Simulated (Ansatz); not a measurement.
## C: 5 runs along one coordinate

System: C (P-1, 4 atoms in the cell).
Method: DFT r2SCAN, scalar-relativistic, plane waves, PAW, no spin polarisation (Ansatz 0.2.0).

The 5 runs differ only in the geometry, by an even scaling of the cell at fixed fractional positions. The structure derives from an entry of the Crystallography Open Database.

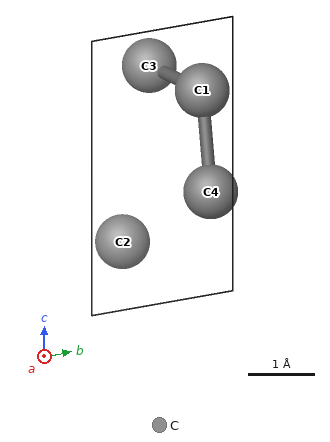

Figure 1. The structure of run 3 (ball-and-stick view of the cell of the calculation, along the a axis; atoms are numbered from 1 in the order of the input).

## Input of run 3
```yaml
crystal:
  lattice:
    - [0.0, -1.7801161419, -1.7801161419]
    - [-1.7801161419, 0.0, -1.7801161419]
    - [1.7801161419, 1.7801161419, -3.5602322838]
  atoms:
    - { symbol: C, position: [0.7249113929, 0.7823424657, 0.7499999898] }
    - { symbol: C, position: [0.2750886071, 0.2176575343, 0.2500000102] }
    - { symbol: C, position: [0.3499113929, 0.4073424657, 0.8749999898] }
    - { symbol: C, position: [0.9000886071, 0.8426575343, 0.3750000102] }
basis:
  ecutwfc: 520.0
kpoints:
  mp_grid: { grid: [12, 12, 10] }
hamiltonian:
  xc: r2scan
scf:
  occupations: { method: gaussian, width: 0.05 }
output:
  forces: true
  stress: true
  eigenvalues: true
```

Command:
```bash
ansatz run input.yaml --threads 1 --pin off --max-ram 2048MiB --backend cpu --events-out ev --progress --plain --runs-dir out
```

Run 2 differs from it as follows:
```diff
-    - [0.0, -1.7801161419, -1.7801161419]
-    - [-1.7801161419, 0.0, -1.7801161419]
-    - [1.7801161419, 1.7801161419, -3.5602322838]
+    - [0.0, -1.7578646901, -1.7578646901]
+    - [-1.7578646901, 0.0, -1.7578646901]
+    - [1.7578646901, 1.7578646901, -3.5157293803]
```

## Results, with one run withheld

```csv
run,volume per atom (Å³),"free energy per atom, from the lowest run given (meV)",pressure (GPa),gap on the mesh (eV)
1,5.228,47.13,39.01,4.43
2,5.432,?,?,?
3,5.641,0.00,−0.18,4.26
4,5.855,10.99,−15.80,4.17
5,6.075,42.09,−29.19,4.09
```

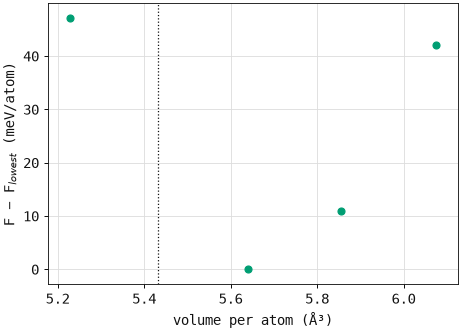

Figure 2. Free energy per atom of the runs given; the dotted line marks run 2.

What should run 2 give?

A quadratic polynomial in V^(−2/3) (the Birch–Murnaghan form), fitted to the 4 runs given, misses them by at most 0.06 meV per atom. With x = V^(−2/3) − 0.31393 Å⁻², it reads F = 0.52456 − 638.07 x + 1.7845e+05 x² (meV per atom). At run 2 it gives 11.08 meV per atom, and the run itself gives 11.28. The slope of the fit gives a pressure −dF/dV of 17.93 GPa there, and the run prints 17.99 GPa. The two needn't agree exactly: the fit is approximate, and the printed stress is taken on a finite basis. The fit has its minimum at 5.637 Å³ per atom, where V d²F/dV² gives 449 GPa. Cell shape and fractional positions are held, so this is the stiffness under even scaling; the relaxed bulk modulus wasn't computed. The gap on the mesh goes, without turning, from 4.43 eV in run 1 to 4.09 eV in run 5; run 2 has 4.35 eV. These are gaps of this functional on this mesh, which can miss the band edges; they aren't the measured gap.

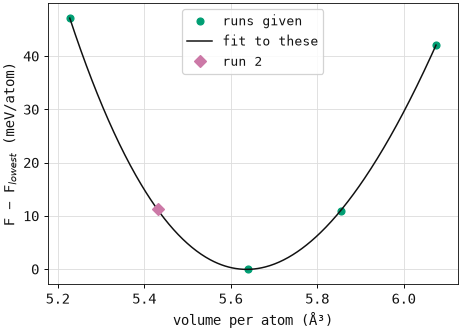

Figure 3. The fit and the withheld run.

## Output, shortened to warnings, some set-up lines, iterations and results (run 2)
```
Basis set: ecut = 520 eV, 555 PW (Γ), exchange–correlation on 80×80×144 points (64 copies of the dense FFT grid, shifted against one another)
Symmetry: 2 space group operations
k-points: 724 of 1440
Initial density: superposition of atomic densities (neutral atoms: chi_scale 0, normalization atom), corrected by the library's trained network
[...]
SCF iter   1: F=—  HF=-1005.906294 eV  |F-HF|=—  |Δ(HF+E_count)|=         —  Δρ=9.26e-3  dr2=5.31e-3  dr2_τ=8.56e-1  ethr=1.77e-3  ⟨swp⟩=5.8  Hψ=52162  notcnv=0
SCF iter   2: F=—  HF=-1006.026160 eV  |F-HF|=—  |Δ(HF+E_count)|=   1.20e-1  Δρ=5.82e-3  dr2=2.05e-3  dr2_τ=1.33e-4  ethr=3.32e-5  ⟨swp⟩=2.0  Hψ=23186  notcnv=0
SCF iter   3: F=—  HF=-1006.026271 eV  |F-HF|=—  |Δ(HF+E_count)|=   1.11e-4  Δρ=1.65e-3  dr2=1.91e-4  dr2_τ=3.20e-5  ethr=1.28e-5  ⟨swp⟩=2.1  Hψ=14383  notcnv=0
SCF iter   4: F=—  HF=-1006.026319 eV  |F-HF|=—  |Δ(HF+E_count)|=   4.76e-5  Δρ=3.31e-4  dr2=1.08e-5  dr2_τ=9.35e-7  ethr=1.19e-6  ⟨swp⟩=2.3  Hψ=14589  notcnv=0
SCF iter   5: F=—  HF=-1006.026321 eV  |F-HF|=—  |Δ(HF+E_count)|=   1.46e-6  Δρ=9.79e-5  dr2=6.69e-7  dr2_τ=1.23e-7  ethr=6.72e-8  ⟨swp⟩=2.3  Hψ=12524  notcnv=0
SCF iter   6: F=-1006.026321 eV  HF=-1006.026321 eV  |F-HF|=1.77e-8  |Δ(HF+E_count)|=   8.96e-7  Δρ=1.95e-5  dr2=2.43e-8  dr2_τ=3.54e-9  ethr=6.25e-10  ⟨swp⟩=6.2  Hψ=44078  …
SCF 1 converged in 6 iterations: F = -1006.026321 eV  dr2 = 2.43e-8
SCF converged after 6 iterations
Free energy (F): -1006.026321 eV
Harris-Foulkes:  -1006.026321 eV  (|F-HF|=1.77e-8)
Internal energy: -1006.026321 eV  (E = F + TS)
E sigma→0 (E₀):  -1006.026321 eV
Fermi energy:    16.347314 eV
--- Per-component energies (eV) ---
  E_band       = 69.092513
  E_kinetic    = 374.214063
  E_local      = -234.941387  (includes V_loc(G=0)·N_el)
  E_nonlocal   = 106.124085
  E_hartree    = 51.825674
  E_xc         = -193.273126
  E_vxc        = -267.158808  (∫ρ·V_xc dr)
  E_paw        = -403.357744  (= ΣΔE_a)
  E_vpaw       = -26.880491  (= ΣTr[D̂ρ^β])
  E_aug_tail   = 0.000015  (compensation charges beyond the density's cutoff)
  E_vtau       = 14.083867  (kinetic-family band-sum trace: ∫τ·v_τ [+ j·A + Jᵃ·Aᵃ] dr)
  E_ewald      = -706.518807
  E_core_change = -0.099095  (= ΣΔE_core)
  E_smearing   = -0.000000  (= −TS)
  E_closure    = -0.000000  (closes the sum)
  Σ components = -1006.026321   (vs F -1006.026321, Δ=0.00e0)
--- Forces (eV/Å), atoms counted from 1 ---
  atom   1  C      0.80003266    -0.64411722     0.21243846
  atom   2  C     -0.81405938     0.60978127    -0.15089847
  atom   3  C      0.81405938    -0.60978127     0.15089847
  atom   4  C     -0.80003266     0.64411722    -0.21243846
  max |Σ_I F_I| component: 0.00e0 eV/Å
--- Stress (GPa, compression-positive) ---
       16.839717       0.611270      -0.130218
        0.611270      17.859342       0.222543
       -0.130217       0.222544      19.273291
  P = ⅓ Tr σ = 17.9908 GPa (179.908 kbar)
```
